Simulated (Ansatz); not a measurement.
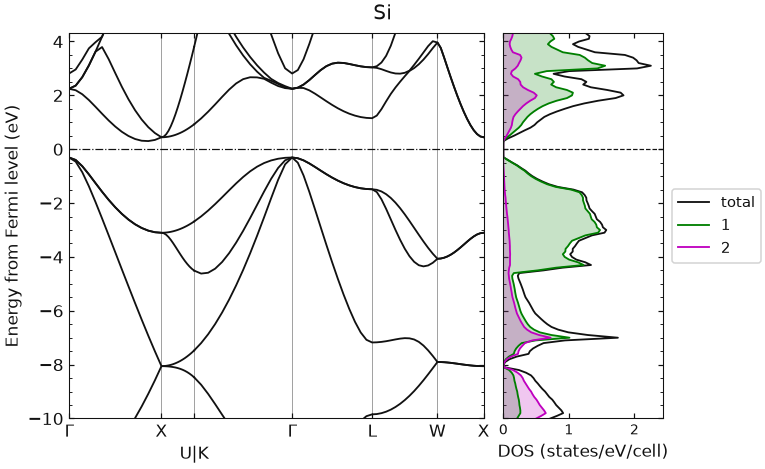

Band structure and density of states. Energies are counted from the Fermi level. The partial curves are projected on Löwdin-orthogonalised atomic shells.

Structure: Si, space group Fd-3m, 2 atoms in the cell; a = 3.87 Å, b = 3.87 Å, c = 3.87 Å, α = 60.00°, β = 60.00°, γ = 60.00°.

Ansatz; DFT PBE, scalar-relativistic, plane waves, PAW, no spin polarisation, 10×10×10 k mesh, 420 eV cutoff, Gaussian smearing of 0.02 eV.

**Assign each number in the legend. The candidates: Si 3p, Si 3s.**

1 is Si 3p; 2 is Si 3s.

**Read off the fundamental gap and say whether it is direct.**

The material is gapped. The gap along this path is 0.61 eV and indirect, from the valence-band top at Γ to the conduction-band bottom between Γ and X; the smallest direct gap is 2.55 eV, at Γ.
